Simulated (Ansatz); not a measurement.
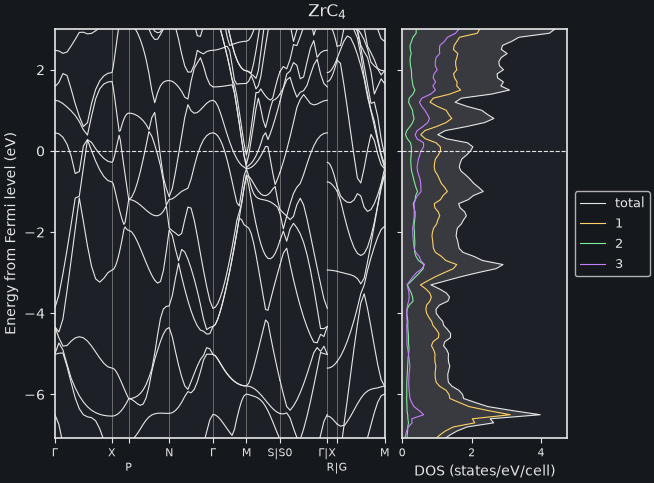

Band structure and density of states. Energies are counted from the Fermi level. The partial curves are projected on Löwdin-orthogonalised atomic shells.

The material is ZrC4, space group I4/mmm (No. 139), 5 atoms in the cell.

Method: DFT PBE, scalar-relativistic, plane waves, PAW, no spin polarisation, 16×16×16 k mesh, 420 eV cutoff (Ansatz).

Assign each number in the legend. The candidates: C 2p, C 2s, Zr 4d.

1 is C 2p; 2 is C 2s; 3 is Zr 4d.

Metal, semiconductor or insulator?

A metal: 6 bands cross the Fermi level along this path.

The structure is an invented one, so it need not be a known or stable phase.
